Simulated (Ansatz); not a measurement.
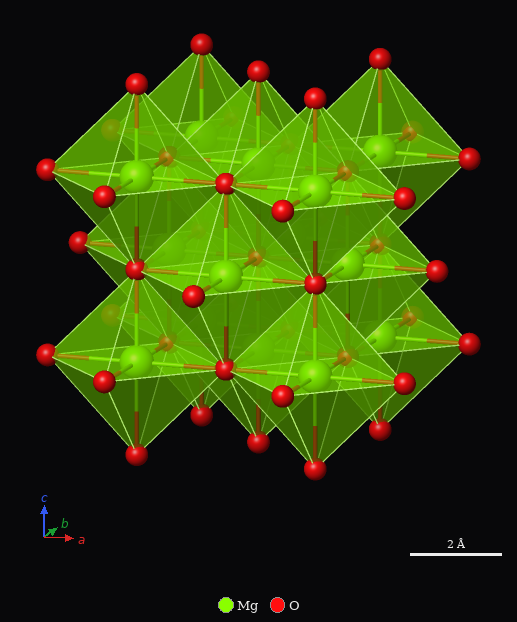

*The input geometry (polyhedral view of the cell 4 times as large as that of the calculation, set on its symmetry axes, seen slightly off an axis; polyhedra are completed across the faces of the cell).*

Geometry relaxation of MgO (part 1 of 2)

- system: MgO (2 atoms in the cell)
- method: DFT PBE, scalar-relativistic, plane waves, PAW, no spin polarisation (Ansatz 0.2.0)

The structure derives from a Materials Project entry.

Log
```
Engine: ansatz 0.2.0, aarch64-unknown-linux-gnu
Pseudopotentials: kind: paw
Pseudopotential: Mg, paw, valence charge 10, recommended cutoff 420 eV (normal), Mg.paw.azcp
Pseudopotential: O, paw, valence charge 6, recommended cutoff 420 eV (normal), O.paw.azcp
Functional definition: PBE
  parameter kappa = 0.804
  parameter beta = 0.06672455060314922
  exchange = pbe_x(kappa = kappa, mu = beta*pi^2/3)
  correlation = pbe_c(beta = beta)
Crystal: 2 atoms, lattice volume = 18.443 Å³
Basis set: ecut = 420 eV, 339 PW (Γ), exchange–correlation on 40×40×40 points (8 copies of the dense FFT grid, shifted against one another)
Bands: 12, of which v1, the nominal top of the filled ones, is band 8 counted from 1 (7 counted from 0)
Symmetry: 48 space group operations
Space group: Fm-3m (ITA 225), of the structure as read, at distance tolerance 2.6e-5 Å
k-points: 47 of 1000
Non-local potential: Mg, projectors of the file, l = 0: 3, l = 1: 2, l = 2: 1
Non-local potential: O, projectors of the file, l = 0: 2, l = 1: 2, l = 2: 1
PAW form: soft (Blöchl's): semilocal exchange-correlation on the pseudo side does not see the compensation charge
PAW one-centre angular grid: Mg, 110 points (default); XC on 64 Gauss nodes
PAW one-centre angular grid: O, 110 points (default); XC on 64 Gauss nodes
Initial density: superposition of atomic densities (neutral atoms: chi_scale 0, normalization atom), corrected by the library's trained network
Initial wavefunctions: pseudopotential atomic-orbital guess
Functional: x = pbe(κ = 0.804, μ = 0.2195149727645171), c = pbe(β = 0.06672455060314922)
SCF iter   1: F=—  HF=-2494.121530 eV  |F-HF|=—  |Δ(HF+E_count)|=         —  Δρ=5.84e-4  dr2=8.32e-6  ethr=1.77e-3  ⟨swp⟩=6.0  Hψ=3327  notcnv=0
preconditioner: auto → none  [insulator: Δε(μ)=4.867 eV  Ē_g=18.689 eV  σ=0.020 eV  W_gap=1.00  n_scr=8 (ndim 8)  ℏωp=24.5 eV  f_vac=0.000  D(μ)=0.00/eV (n_scr^D=0)  ε∞_Penn≈2.7]
SCF iter   2: F=—  HF=-2494.122261 eV  |F-HF|=—  |Δ(HF+E_count)|=   7.31e-4  Δρ=4.27e-4  dr2=1.60e-5  ethr=5.20e-8  ⟨swp⟩=3.7  Hψ=1713  notcnv=0
SCF iter   3: F=—  HF=-2494.122281 eV  |F-HF|=—  |Δ(HF+E_count)|=   2.02e-5  Δρ=2.31e-4  dr2=4.05e-6  ethr=5.20e-8  ⟨swp⟩=2.9  Hψ=909  notcnv=0
iter 4 did not close the SCF: its close was put off for the readings that it lacked (scf_convergence_deferred on its scf_iter line)
SCF iter   4: F=-2494.122297 eV  HF=-2494.122297 eV  |F-HF|=1.02e-8  |Δ(HF+E_count)|=   1.60e-5  Δρ=2.84e-5  dr2=4.85e-8  ethr=2.53e-8  ⟨swp⟩=2.2  Hψ=860  notcnv=0
iter 5 did not close the SCF: its close was put off for the readings that it lacked (scf_convergence_deferred on its scf_iter line)
SCF iter   5: F=-2494.122297 eV  HF=-2494.122297 eV  |F-HF|=6.91e-9  |Δ(HF+E_count)|=   4.08e-8  Δρ=7.75e-6  dr2=6.28e-9  ethr=3.03e-10  ⟨swp⟩=2.0  Hψ=917  notcnv=0
SCF iter   6: F=-2494.122297 eV  HF=-2494.122297 eV  |F-HF|=8.64e-10  |Δ(HF+E_count)|=   2.65e-9  Δρ=2.62e-6  dr2=5.87e-10  ethr=3.92e-11  ⟨swp⟩=1.9  Hψ=1717  notcnv=0
SCF 1 converged in 6 iterations: F = -2494.122297 eV  dr2 = 5.87e-10
  greatest PAW one-centre occupation: 1.000 electrons in one spin orbital (limit 2), on the Mg atom at site 0 (counted from 0), in its partial waves of l = 0
relax step   1: F+E_penalty+E_count = -2494.12229694 eV  Δ(F+E_penalty+E_count) = +0.000e0 eV  max|allowed force component| = 1.385e-29 eV/Å  Δτ_max = 0.0000 Å  P = +6.906 GPa  Ω = 18.443 Å³  (6 SCF iters, dr2 threshold 1.00e-7 eV, accepted)
Crystal: 2 atoms, lattice volume = 18.766 Å³
Initial density: handed on by an earlier stage of this run
Initial wavefunctions: those handed on with the density
iter 1 solved again at ethr=3.51e-6 eV; its pass at ethr=3.10e-3 eV (dr2=5.62e-4 eV) is discarded
SCF iter   1: F=—  HF=-2494.131983 eV  |F-HF|=—  |Δ(HF+E_count)|=         —  Δρ=1.88e-3  dr2=5.16e-4  ethr=3.51e-6  ⟨swp⟩=2.1  Hψ=4005  notcnv=0
preconditioner: auto → none  [insulator: Δε(μ)=4.693 eV  Ē_g=18.483 eV  σ=0.020 eV  W_gap=1.00  n_scr=8 (ndim 8)  ℏωp=24.2 eV  f_vac=0.000  D(μ)=0.00/eV (n_scr^D=0)  ε∞_Penn≈2.7]
SCF iter   2: F=—  HF=-2494.131851 eV  |F-HF|=—  |Δ(HF+E_count)|=   1.33e-4  Δρ=6.44e-4  dr2=6.69e-5  ethr=3.22e-6  ⟨swp⟩=2.4  Hψ=725  notcnv=0
SCF iter   3: F=—  HF=-2494.131834 eV  |F-HF|=—  |Δ(HF+E_count)|=   1.73e-5  Δρ=1.18e-4  dr2=1.85e-6  ethr=4.18e-7  ⟨swp⟩=2.0  Hψ=749  notcnv=0
iter 4 did not close the SCF: its close was put off for the readings that it lacked (scf_convergence_deferred on its scf_iter line)
SCF iter   4: F=-2494.131834 eV  HF=-2494.131834 eV  |F-HF|=5.37e-8  |Δ(HF+E_count)|=   6.69e-7  Δρ=2.05e-5  dr2=7.43e-8  ethr=1.16e-8  ⟨swp⟩=2.6  Hψ=887  notcnv=0
iter 5 did not close the SCF: its close was put off for the readings that it lacked (scf_convergence_deferred on its scf_iter line)
SCF iter   5: F=-2494.131834 eV  HF=-2494.131834 eV  |F-HF|=8.68e-10  |Δ(HF+E_count)|=   1.71e-8  Δρ=3.68e-6  dr2=1.59e-9  ethr=4.64e-10  ⟨swp⟩=2.0  Hψ=891  notcnv=0
SCF iter   6: F=-2494.131834 eV  HF=-2494.131834 eV  |F-HF|=4.09e-11  |Δ(HF+E_count)|=  6.90e-10  Δρ=7.06e-7  dr2=2.87e-11  ethr=9.94e-12  ⟨swp⟩=1.5  Hψ=1858  notcnv=0
SCF 2 converged in 6 iterations: F = -2494.131834 eV  dr2 = 2.87e-11
relax step   2: F+E_penalty+E_count = -2494.13183419 eV  Δ(F+E_penalty+E_count) = -9.537e-3 eV  max|allowed force component| = 5.358e-30 eV/Å  Δτ_max = 0.0000 Å  P = +3.798 GPa  Ω = 18.766 Å³  energy of the carried Pulay correction = -1.219e-3 eV  (6 SCF iters, dr2 threshold 2.00e-7 eV, accepted)
Crystal: 2 atoms, lattice volume = 19.177 Å³
iter 1 solved again at ethr=4.90e-6 eV; its pass at ethr=3.10e-3 eV (dr2=7.85e-4 eV) is discarded
SCF iter   1: F=—  HF=-2494.135556 eV  |F-HF|=—  |Δ(HF+E_count)|=         —  Δρ=2.24e-3  dr2=7.50e-4  ethr=4.90e-6  ⟨swp⟩=1.0  Hψ=4081  notcnv=0
preconditioner: auto → none  [insulator: Δε(μ)=4.487 eV  Ē_g=18.235 eV  σ=0.020 eV  W_gap=1.00  n_scr=8 (ndim 8)  ℏωp=24.0 eV  f_vac=0.000  D(μ)=0.00/eV (n_scr^D=0)  ε∞_Penn≈2.7]
SCF iter   2: F=—  HF=-2494.135365 eV  |F-HF|=—  |Δ(HF+E_count)|=   1.91e-4  Δρ=7.75e-4  dr2=9.96e-5  ethr=4.69e-6  ⟨swp⟩=2.5  Hψ=750  notcnv=0
SCF iter   3: F=—  HF=-2494.135338 eV  |F-HF|=—  |Δ(HF+E_count)|=   2.71e-5  Δρ=1.45e-4  dr2=2.82e-6  ethr=6.22e-7  ⟨swp⟩=2.0  Hψ=748  notcnv=0
iter 4 did not close the SCF: its close was put off for the readings that it lacked (scf_convergence_deferred on its scf_iter line)
SCF iter   4: F=-2494.135339 eV  HF=-2494.135339 eV  |F-HF|=1.15e-8  |Δ(HF+E_count)|=   1.08e-6  Δρ=1.07e-5  dr2=2.44e-8  ethr=1.76e-8  ⟨swp⟩=2.0  Hψ=752  notcnv=0
iter 5 did not close the SCF: its close was put off for the readings that it lacked (scf_convergence_deferred on its scf_iter line)
SCF iter   5: F=-2494.135339 eV  HF=-2494.135339 eV  |F-HF|=1.29e-9  |Δ(HF+E_count)|=   2.37e-9  Δρ=3.87e-6  dr2=1.35e-9  ethr=1.52e-10  ⟨swp⟩=2.6  Hψ=880  notcnv=0
SCF iter   6: F=-2494.135339 eV  HF=-2494.135339 eV  |F-HF|=7.28e-12  |Δ(HF+E_count)|=  5.59e-10  Δρ=2.28e-7  dr2=3.10e-12  ethr=8.41e-12  ⟨swp⟩=1.0  Hψ=1684  notcnv=0
SCF 3 converged in 6 iterations: F = -2494.135339 eV  dr2 = 3.10e-12
relax step   3: F+E_penalty+E_count = -2494.13533938 eV  Δ(F+E_penalty+E_count) = -3.505e-3 eV  max|allowed force component| = 3.714e-30 eV/Å  Δτ_max = 0.0000 Å  P = +0.180 GPa  Ω = 19.177 Å³  energy of the carried Pulay correction = -2.738e-3 eV  (6 SCF iters, dr2 threshold 2.00e-7 eV, accepted)
Crystal: 2 atoms, lattice volume = 19.198 Å³
iter 1 solved again at ethr=1.21e-8 eV; its pass at ethr=3.10e-3 eV (dr2=1.94e-6 eV) is discarded
SCF iter   1: F=—  HF=-2494.135291 eV  |F-HF|=—  |Δ(HF+E_count)|=         —  Δρ=1.13e-4  dr2=1.87e-6  ethr=1.21e-8  ⟨swp⟩=2.6  Hψ=3972  notcnv=0
preconditioner: auto → none  [insulator: Δε(μ)=4.483 eV  Ē_g=18.229 eV  σ=0.020 eV  W_gap=1.00  n_scr=8 (ndim 8)  ℏωp=24.0 eV  f_vac=0.000  D(μ)=0.00/eV (n_scr^D=0)  ε∞_Penn≈2.7]
SCF iter   2: F=—  HF=-2494.135275 eV  |F-HF|=—  |Δ(HF+E_count)|=   1.64e-5  Δρ=3.62e-5  dr2=2.18e-7  ethr=1.17e-8  ⟨swp⟩=2.0  Hψ=729  notcnv=0
iter 3 did not close the SCF: its close was put off for the readings that it lacked (scf_convergence_deferred on its scf_iter line)
SCF iter   3: F=-2494.135275 eV  HF=-2494.135275 eV  |F-HF|=9.55e-10  |Δ(HF+E_count)|=   1.49e-8  Δρ=8.26e-6  dr2=1.00e-8  ethr=1.36e-9  ⟨swp⟩=2.0  Hψ=739  notcnv=0
iter 4 did not close the SCF: its close was put off for the readings that it lacked (scf_convergence_deferred on its scf_iter line)
SCF iter   4: F=-2494.135275 eV  HF=-2494.135275 eV  |F-HF|=1.44e-10  |Δ(HF+E_count)|=   1.93e-9  Δρ=1.56e-6  dr2=1.44e-10  ethr=6.25e-11  ⟨swp⟩=2.1  Hψ=789  notcnv=0
iter 5 did not close the SCF: its close was put off for the readings that it lacked (scf_convergence_deferred on its scf_iter line)
SCF iter   5: F=-2494.135275 eV  HF=-2494.135275 eV  |F-HF|=1.36e-12  |Δ(HF+E_count)|=  7.96e-11  Δρ=3.15e-7  dr2=8.38e-12  ethr=1.00e-12  ⟨swp⟩=2.0  Hψ=752  notcnv=0
SCF iter   6: F=-2494.135275 eV  HF=-2494.135275 eV  |F-HF|=0.00e0  |Δ(HF+E_count)|=  1.82e-12  Δρ=2.64e-8  dr2=4.94e-14  ethr=1.00e-12  ⟨swp⟩=1.4  Hψ=1334  notcnv=0
SCF 4 converged in 6 iterations: F = -2494.135275 eV  dr2 = 4.94e-14
relax step   4: F+E_penalty+E_count = -2494.13527488 eV  Δ(F+E_penalty+E_count) = +6.450e-5 eV  max|allowed force component| = 2.745e-30 eV/Å  Δτ_max = 0.0000 Å  P = +0.005 GPa  Ω = 19.198 Å³  energy of the carried Pulay correction = -2.815e-3 eV  (6 SCF iters, dr2 threshold 8.14e-8 eV, accepted)
Basis set: ecut = 420 eV, 339 PW (Γ), exchange–correlation on 48×48×48 points (8 copies of the dense FFT grid, shifted against one another)
Initial wavefunctions: pseudopotential atomic-orbital guess (no wavefunctions were taken with the density)
iter 1 solved again at ethr=2.02e-7 eV; its pass at ethr=3.10e-3 eV (dr2=3.23e-5 eV) is discarded
SCF iter   1: F=—  HF=-2494.138793 eV  |F-HF|=—  |Δ(HF+E_count)|=         —  Δρ=4.46e-4  dr2=4.79e-6  ethr=2.02e-7  ⟨swp⟩=2.9  Hψ=4857  notcnv=0
preconditioner: auto → none  [insulator: Δε(μ)=4.483 eV  Ē_g=18.230 eV  σ=0.020 eV  W_gap=1.00  n_scr=8 (ndim 8)  ℏωp=24.0 eV  f_vac=0.000  D(μ)=0.00/eV (n_scr^D=0)  ε∞_Penn≈2.7]
SCF iter   2: F=—  HF=-2494.138833 eV  |F-HF|=—  |Δ(HF+E_count)|=   4.00e-5  Δρ=2.04e-4  dr2=7.52e-7  ethr=3.00e-8  ⟨swp⟩=2.0  Hψ=731  notcnv=0
SCF iter   3: F=—  HF=-2494.138851 eV  |F-HF|=—  |Δ(HF+E_count)|=   1.87e-5  Δρ=3.28e-5  dr2=2.07e-8  ethr=4.70e-9  ⟨swp⟩=2.0  Hψ=752  notcnv=0
SCF iter   4: F=—  HF=-2494.138852 eV  |F-HF|=—  |Δ(HF+E_count)|=   4.70e-7  Δρ=1.36e-6  dr2=9.97e-11  ethr=1.29e-10  ⟨swp⟩=2.0  Hψ=752  notcnv=0
iter 5 did not close the SCF: its close was put off for the readings that it lacked (scf_convergence_deferred on its scf_iter line)
SCF iter   5: F=-2494.138852 eV  HF=-2494.138852 eV  |F-HF|=3.18e-12  |Δ(HF+E_count)|=  3.14e-10  Δρ=1.51e-7  dr2=1.86e-12  ethr=1.00e-12  ⟨swp⟩=2.0  Hψ=752  notcnv=0
SCF iter   6: F=-2494.138852 eV  HF=-2494.138852 eV  |F-HF|=9.09e-13  |Δ(HF+E_count)|=  9.09e-13  Δρ=1.70e-8  dr2=3.05e-14  ethr=1.00e-12  ⟨swp⟩=3.4  Hψ=2091  notcnv=0
SCF 5 converged in 6 iterations: F = -2494.138852 eV  dr2 = 3.05e-14
relax step   5: F+E_penalty+E_count = -2494.13885194 eV  Δ(F+E_penalty+E_count) = -3.577e-3 eV  max|allowed force component| = 2.613e-30 eV/Å  Δτ_max = 0.0000 Å  P = +0.354 GPa  Ω = 19.198 Å³  stress off target by 3.54e-1 GPa  SCF on the basis re-selected at this cell (its energy is not comparable with the rows above)  (6 SCF iters)
basis re-selected at this cell: Δ(F+E_penalty+E_count) = -3.577e-3 eV, ΔP = +0.349 GPa vs the last step (what re-selecting the basis moved, of the pressure what is left beyond the Pulay correction that the steps carried, after the strain that the cell walked since its last selection, with what the two solves' SCF thresholds leave and, on support functions, any second-order correction that the steps lacked; it is no measure of the basis error at this ecutwfc). The dense FFT grid was sized anew with the basis: this SCF ran on 24×24×24 points, the steps before it on 20×20×20, so part of this shift can come from that change (see relax.cell in the input reference). This SCF's stress stands 3.54e-1 GPa from its target on what of the cell is left free (relax.cell.stress_tol is 5.00e-2 GPa) and its largest allowed force component is 2.61e-30 eV/Å (relax.f_tol is 5.00e-3 eV/Å): not within both, so this SCF does not close the relaxation
Crystal: 2 atoms, lattice volume = 19.240 Å³
iter 1 solved again at ethr=4.69e-8 eV; its pass at ethr=3.10e-3 eV (dr2=7.51e-6 eV) is discarded
```
